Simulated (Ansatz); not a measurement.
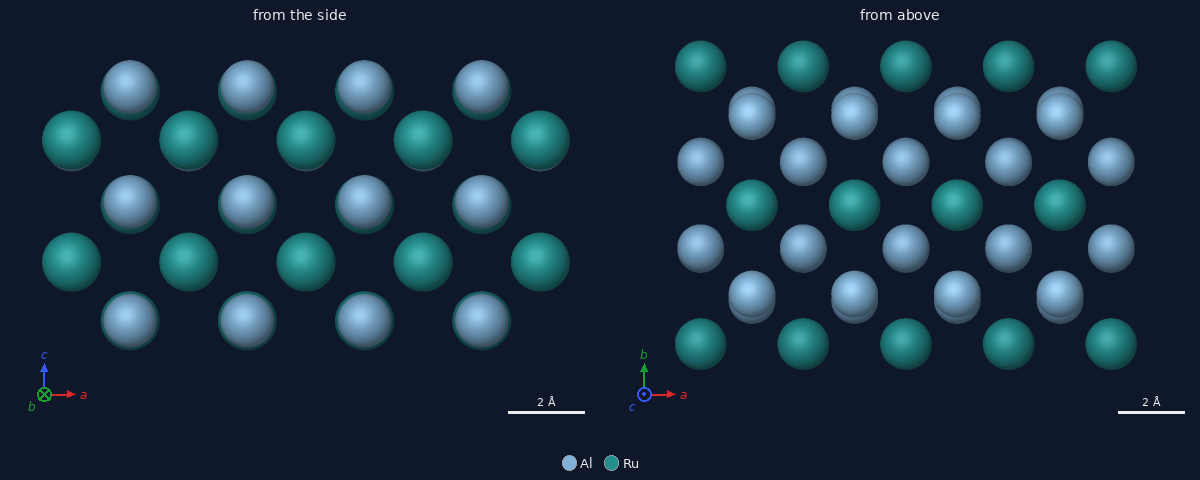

A spheres-only picture of a periodic slab, seen from the side and from above. The surface normal points up in side views; the vacuum is left out. 4×1 cells are drawn in the plane, with atoms at the edges repeated.

The cell holds 10 Al, 5 Ru. The slab was cut from bulk Al2Ru (I4/mmm).

### Are the two faces alike, and what ends them?

The top face ends in Al and Ru, the bottom face in Al and Ru. The two faces are alike.

### How far apart are the outermost atoms along the normal?

About 6 Å from the lowest to the highest atom.

### Count the planes and say what each contains, starting at the top.

Five planes: Al2Ru / Al2Ru / Al2Ru / Al2Ru / Al2Ru.

### Give the Miller indices of the face.

(1 0 0).

All computed values are from DFT r2SCAN, scalar-relativistic, plane waves, PAW (Ansatz 0.2.0). Settings: a cutoff energy of 500 eV, a 9×4×1 grid in reciprocal space, Gaussian smearing of 0.1 eV, no spin polarisation.

### What is the work function on either side?

4.27 eV at the top and 4.36 eV at the bottom.

The initial geometry was a structure listed in the Materials Project, from which a slab was cut. The atoms were relaxed in a fixed cell with DFT r2SCAN, scalar-relativistic, plane waves, PAW (Ansatz 0.2.0), but for six held in place.

At this level of theory the run's own cell isn't at rest (forces up to 1.5 eV/Å), so its distances can differ from those at equilibrium, the more so the softer the solid.
